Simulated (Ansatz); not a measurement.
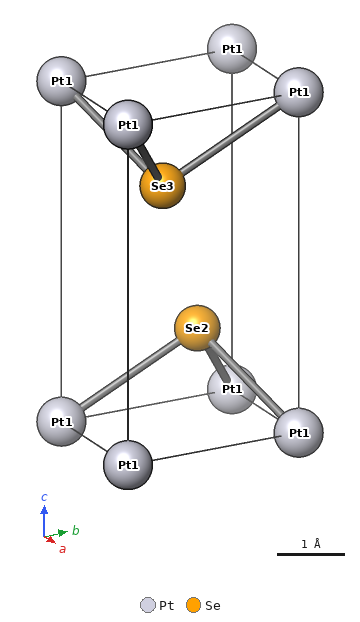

Fig. 1: The structure (ball-and-stick view of the cell of the calculation, seen slightly off an axis; atoms are numbered from 1 in the order of the input). Near neighbours in the crystal (not all of them lie inside the picture): Pt has 6 Se at 2.50 Å; Se has 3 Pt at 2.50 Å.

**What a change does: band-structure calculation on PtSe2**

System: PtSe2 (P-3m1, 3 atoms in the cell).
Method of the first run: DFT, r2SCAN, plane waves, PAW, no spin polarisation (Ansatz 0.2.0).

The structure was built on a prototype by a generator. The geometry comes from this level: r2scan-rvv10 (a point of a series of strains). Text and figures count atoms from 1; the logs count them from 0 in places.

**The input, the first run**
```yaml
crystal:
  lattice:
    - [3.676822121, 0.0, 0.0]
    - [-1.8384110605, 3.184221362, 0.0]
    - [0.0, 0.0, 5.2038041547]
  atoms:
    - { symbol: Pt, position: [0.0, 0.0, 0.0] }
    - { symbol: Se, position: [0.3333333333, 0.6666666667, 0.2538240282] }
    - { symbol: Se, position: [0.6666666667, 0.3333333333, 0.7461759718] }
kpoints:
  mp_grid: { grid: [12, 12, 6] }
  band_path:
    path:
      - [0.0, 0.0, 0.0]
      - [0.5, 0.0, 0.0]
      - [0.3333333333, 0.3333333333, 0.0]
      - [0.0, 0.0, 0.5]
      - [0.5, 0.0, 0.5]
      - [0.3333333333, 0.3333333333, 0.5]
      - [0.3, 0.3, 0.0]
      - [0.0, 0.25, 0.3333333333]
    npoints: 1
hamiltonian:
  xc: r2scan
scf:
  occupations: { method: fermi_dirac, width: 0.02 }
  n_extra_bands: 4
output:
  forces: true
  stress: true
  eigenvalues: true
```

Launched with:
```bash
ansatz run input.yaml --threads 4 --pin off --max-ram 3686MiB --backend cpu --events-out ev --progress --plain --runs-dir out
```

Hardware: 4 threads of an x86-64 CPU, shared host.

**Output, shortened to warnings, some set-up lines, iterations and results (the first run)**
```
Basis set: ecut = 500 eV, 1543 PW (Γ), exchange–correlation on 108×108×160 points (64 copies of the dense FFT grid, shifted against one another)
Symmetry: 12 space group operations
k-points: 100 of 864
Initial density: superposition of atomic densities (neutral atoms: chi_scale 0, normalization atom), corrected by the library's trained network
[...]
SCF iter   1: F=—  HF=-23494.301986 eV  |F-HF|=—  |Δ(HF+E_count)|=         —  Δρ=6.83e-3  dr2=1.23e-2  dr2_τ=5.79e-2  ethr=1.77e-3  ⟨swp⟩=6.2  Hψ=11105  notcnv=0
SCF iter   2: F=—  HF=-23494.337877 eV  |F-HF|=—  |Δ(HF+E_count)|=   3.59e-2  Δρ=4.53e-3  dr2=6.19e-3  dr2_τ=3.64e-4  ethr=2.46e-5  ⟨swp⟩=2.0  Hψ=6396  notcnv=0
SCF iter   3: F=—  HF=-23494.338735 eV  |F-HF|=—  |Δ(HF+E_count)|=   8.58e-4  Δρ=1.37e-3  dr2=1.12e-3  dr2_τ=4.33e-5  ethr=1.24e-5  ⟨swp⟩=2.0  Hψ=3355  notcnv=0
SCF iter   4: F=—  HF=-23494.338798 eV  |F-HF|=—  |Δ(HF+E_count)|=   6.31e-5  Δρ=4.18e-4  dr2=7.77e-5  dr2_τ=2.46e-6  ethr=2.23e-6  ⟨swp⟩=2.0  Hψ=4399  notcnv=0
SCF iter   5: F=—  HF=-23494.338813 eV  |F-HF|=—  |Δ(HF+E_count)|=   1.58e-5  Δρ=1.81e-4  dr2=2.32e-5  dr2_τ=4.37e-6  ethr=1.55e-7  ⟨swp⟩=2.0  Hψ=5001  notcnv=0
SCF iter   6: F=—  HF=-23494.338809 eV  |F-HF|=—  |Δ(HF+E_count)|=   4.17e-6  Δρ=5.26e-5  dr2=1.33e-6  dr2_τ=8.84e-8  ethr=4.65e-8  ⟨swp⟩=2.6  Hψ=4969  notcnv=0
SCF iter   7: F=—  HF=-23494.338811 eV  |F-HF|=—  |Δ(HF+E_count)|=   1.31e-6  Δρ=1.65e-5  dr2=1.75e-7  dr2_τ=1.18e-8  ethr=2.67e-9  ⟨swp⟩=2.0  Hψ=4001  notcnv=0
SCF iter   8: F=-23494.338811 eV  HF=-23494.338811 eV  |F-HF|=3.18e-9  |Δ(HF+E_count)|=   6.89e-8  Δρ=2.64e-6  dr2=3.91e-9  dr2_τ=8.40e-11  ethr=2.00e-10  ⟨swp⟩=4.4  Hψ=9811  …
SCF 1 converged in 8 iterations: F = -23494.338811 eV  dr2 = 3.91e-9
NSCF: frozen V_eff on 8 k-points
SCF converged after 8 iterations
Free energy (F): -23494.338811 eV
Harris-Foulkes:  -23494.338811 eV  (|F-HF|=3.18e-9)
Internal energy: -23494.338438 eV  (E = F + TS)
E sigma→0 (E₀):  -23494.338624 eV
Entropy (-TS):   -0.000373 eV (-0.124 meV/atom)
Fermi energy:    13.145566 eV
--- Per-component energies (eV) ---
  E_band       = -1006.489113
  E_kinetic    = 876.049528
  E_local      = -6805.330623  (includes V_loc(G=0)·N_el)
  E_nonlocal   = -987.896118
  E_hartree    = 3157.731784
  E_xc         = -447.617181
  E_vxc        = -550.495790  (∫ρ·V_xc dr)
  E_paw        = -13331.006913  (= ΣΔE_a)
  E_vpaw       = 113.701538  (= ΣTr[D̂ρ^β])
  E_aug_tail   = -0.000275  (compensation charges beyond the density's cutoff)
  E_vtau       = 32.016438  (kinetic-family band-sum trace: ∫τ·v_τ [+ j·A + Jᵃ·Aᵃ] dr)
  E_ewald      = -5952.507605
  E_core_change = -3.761035  (= ΣΔE_core)
  E_smearing   = -0.000373  (= −TS)
  E_closure    = 0.000000  (closes the sum)
  Σ components = -23494.338811   (vs F -23494.338811, Δ=0.00e0)
--- Forces (eV/Å), atoms counted from 1 ---
  atom   1  Pt    -0.00000000     0.00000000     0.00000000
  atom   2  Se    -0.00000000    -0.00000000    -0.03510782
  atom   3  Se     0.00000000     0.00000000     0.03510782
  max |Σ_I F_I| component: 2.31e-18 eV/Å
--- Stress (GPa, compression-positive) ---
        5.441626       0.000000       0.000000
        0.000000       5.441626      -0.000000
        0.000000       0.000000       2.806448
  P = ⅓ Tr σ = 4.5632 GPa (45.632 kbar)
```

For the second run the input was changed thus:
```diff
-  xc: r2scan
+  xc: pbe
+  write_density: true
+  write_potential: true
+  elf: true
+  volumetric_format: npy
```

What does this change do to the results?

The total energies belong to different methods, so their difference says nothing on which is more stable or more accurate. The pressure goes from 4.56 to 6.96 GPa. The largest force goes from 0.035 to 0.212 eV/Å. The functional changes from r2SCAN to PBE. The SCF takes 6 iterations against 8. The default cutoff goes from 500 to 420 eV with the change. The plane waves at Γ go from 1543 to 1169.

**Output, shortened to warnings, some set-up lines, iterations and results (the second run)**
```
Basis set: ecut = 420 eV, 1169 PW (Γ), exchange–correlation on 50×50×72 points (8 copies of the dense FFT grid, shifted against one another)
Symmetry: 12 space group operations
k-points: 100 of 864
Initial density: superposition of atomic densities (neutral atoms: chi_scale 0, normalization atom), corrected by the library's trained network
[...]
SCF iter   1: F=—  HF=-23462.241221 eV  |F-HF|=—  |Δ(HF+E_count)|=         —  Δρ=3.50e-3  dr2=6.22e-3  ethr=1.77e-3  ⟨swp⟩=6.1  Hψ=11069  notcnv=0
SCF iter   2: F=—  HF=-23462.243746 eV  |F-HF|=—  |Δ(HF+E_count)|=   2.53e-3  Δρ=2.43e-3  dr2=6.11e-3  ethr=1.24e-5  ⟨swp⟩=2.0  Hψ=5197  notcnv=0
SCF iter   3: F=—  HF=-23462.242661 eV  |F-HF|=—  |Δ(HF+E_count)|=   1.09e-3  Δρ=4.43e-4  dr2=1.60e-4  ethr=1.22e-5  ⟨swp⟩=2.0  Hψ=4090  notcnv=0
SCF iter   4: F=—  HF=-23462.242631 eV  |F-HF|=—  |Δ(HF+E_count)|=   2.99e-5  Δρ=4.03e-5  dr2=9.67e-7  ethr=3.19e-7  ⟨swp⟩=2.0  Hψ=4866  notcnv=0
SCF iter   5: F=—  HF=-23462.242605 eV  |F-HF|=—  |Δ(HF+E_count)|=   2.58e-5  Δρ=8.12e-6  dr2=5.57e-8  ethr=1.93e-9  ⟨swp⟩=2.0  Hψ=5200  notcnv=0
SCF iter   6: F=-23462.242605 eV  HF=-23462.242605 eV  |F-HF|=6.90e-9  |Δ(HF+E_count)|=   1.26e-8  Δρ=2.89e-6  dr2=9.35e-9  ethr=1.11e-10  ⟨swp⟩=5.8  Hψ=18736  notcnv=0
SCF 1 converged in 6 iterations: F = -23462.242605 eV  dr2 = 9.35e-9
NSCF: frozen V_eff on 8 k-points
SCF converged after 6 iterations
Free energy (F): -23462.242605 eV
Harris-Foulkes:  -23462.242605 eV  (|F-HF|=6.90e-9)
Internal energy: -23462.241648 eV  (E = F + TS)
E sigma→0 (E₀):  -23462.242127 eV
Entropy (-TS):   -0.000958 eV (-0.319 meV/atom)
Fermi energy:    13.305769 eV
--- Per-component energies (eV) ---
  E_band       = -959.037044
  E_kinetic    = 876.170848
  E_local      = -6801.678307  (includes V_loc(G=0)·N_el)
  E_nonlocal   = -990.572919
  E_hartree    = 3155.477952
  E_xc         = -471.289187
  E_vxc        = -500.726984  (∫ρ·V_xc dr)
  E_paw        = -13277.841475  (= ΣΔE_a)
  E_vpaw       = 146.817851  (= ΣTr[D̂ρ^β])
  E_aug_tail   = -0.000954  (compensation charges beyond the density's cutoff)
  E_ewald      = -5952.507605
  E_smearing   = -0.000958  (= −TS)
  E_closure    = 0.000000  (closes the sum)
  Σ components = -23462.242605   (vs F -23462.242605, Δ=0.00e0)
--- Forces (eV/Å), atoms counted from 1 ---
  atom   1  Pt    -0.00000000    -0.00000000     0.00000000
  atom   2  Se     0.00000000    -0.00000000     0.21183009
  atom   3  Se    -0.00000000     0.00000000    -0.21183009
  max |Σ_I F_I| component: 4.63e-18 eV/Å
--- Stress (GPa, compression-positive) ---
        8.398343       0.000000       0.000000
        0.000000       8.398343       0.000000
        0.000000       0.000000       4.095360
  P = ⅓ Tr σ = 6.9640 GPa (69.640 kbar)
```

**The two runs side by side**

```tsv
quantity	the first run	the second run
outcome	converged	converged
free energy per atom (eV)	−7831.4463	−7820.7475
gap on the mesh (eV)	0.00	0.00
pressure (GPa)	4.56	6.96
largest force (eV/Å)	0.035	0.212
SCF iterations	8	6
irreducible k-points	100	100
plane waves at Γ	1543	1169
wall time (shared host)	2.7 s	1.5 s
```

For both runs: Spin–orbit coupling is left out, which matters for Pt.
